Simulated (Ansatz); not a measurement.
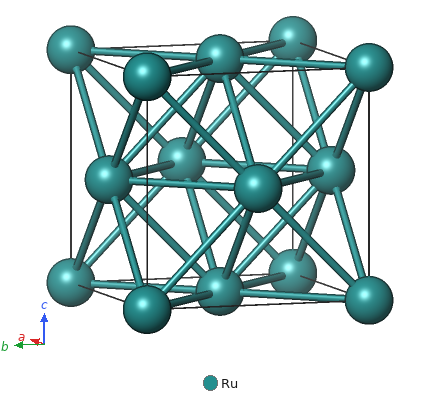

The structure; the drawing may span several cells.

Given this structure, the input geometry of an electronic-structure calculation (not necessarily at equilibrium); the starting structure was generated, so it need not be a known form of this composition, written in its standard cell:

```cif
data_structure
_symmetry_space_group_name_H-M 'Fm-3m'
_symmetry_Int_Tables_number 225
_cell_length_a 3.7798
_cell_length_b 3.7798
_cell_length_c 3.7798
_cell_angle_alpha 90.000
_cell_angle_beta 90.000
_cell_angle_gamma 90.000
_cell_volume 54.00
loop_
_atom_site_label
_atom_site_type_symbol
_atom_site_symmetry_multiplicity
_atom_site_Wyckoff_symbol
_atom_site_fract_x
_atom_site_fract_y
_atom_site_fract_z
_atom_site_occupancy
Ru1 Ru 4 a 0.00000 0.00000 0.00000 1
```

What does the kinematic electron diffraction pattern along [111] look like at 80 kV (B = 1 Å²)?

Answer. The spots form a hexagonal net with both shortest vectors at d = 1.34 Å, 60.0° apart. They are -2 2 0 and -2 0 2. The pattern has symmetry 6mm. The lattice centring (F) removes all reflections that break h + k = 2n, h + l = 2n.

Strongest reflections with d > 0.80 Å, one of each family (|F|² from tabulated Gaussian fits of the electron scattering factors, times a small damping for the curvature of the Ewald sphere):

```tsv
hkl	d (Å)	I (strongest = 100)
2 0 -2	1.336	100
```

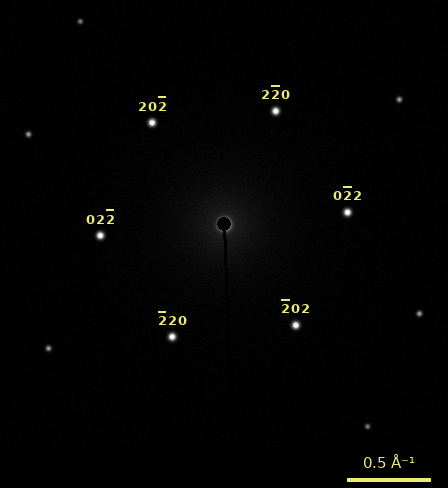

Calculated pattern, seen from the source side with [111] pointing towards the source.
